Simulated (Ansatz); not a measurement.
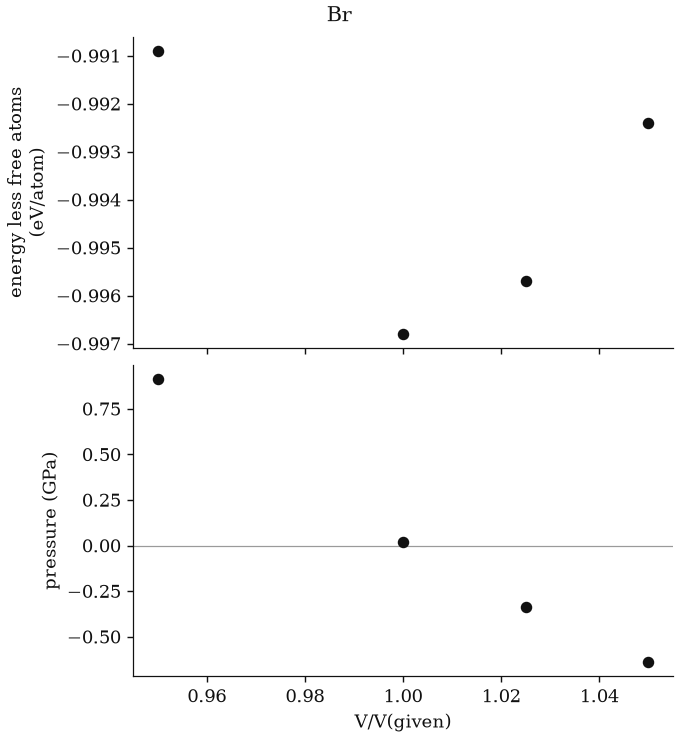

The plot gives the computed energy less free atoms and pressure against V/V(given) for Br, space group Fd-3m (No. 227).

Structure:
```cif
data_structure
_symmetry_space_group_name_H-M 'P 1'
_symmetry_Int_Tables_number 1
_cell_length_a 4.9519
_cell_length_b 4.9519
_cell_length_c 4.9519
_cell_angle_alpha 60.000
_cell_angle_beta 60.000
_cell_angle_gamma 60.000
_cell_volume 85.86
loop_
_atom_site_label
_atom_site_type_symbol
_atom_site_fract_x
_atom_site_fract_y
_atom_site_fract_z
_atom_site_occupancy
Br1 Br 0.00000 0.00000 0.00000 1
Br2 Br 0.25000 0.25000 0.25000 1
```

How it was computed, with Ansatz 0.2.0: periodic Kohn-Sham DFT of a crystal at fixed atoms, scaled to the stated factor times the given cell; pressure positive in compression, energy less spherical unpolarised free atoms. Level: PBE.

method all-electron LAPW; relativity scalar; k mesh 14×14×14; occupations Fermi–Dirac; smearing width 0.05 eV; basis error target 0.25 (meV/atom); nucleus Gaussian.

V(given) is 42.93 Å³/atom.

The point at V/V(given) 0.975 is left out of the plot. What does the calculation give there?

| V/V(given) | energy less free atoms (eV/atom) | pressure (GPa) |
| --- | --- | --- |
| 0.975 | −0.9953 | 0.431 |
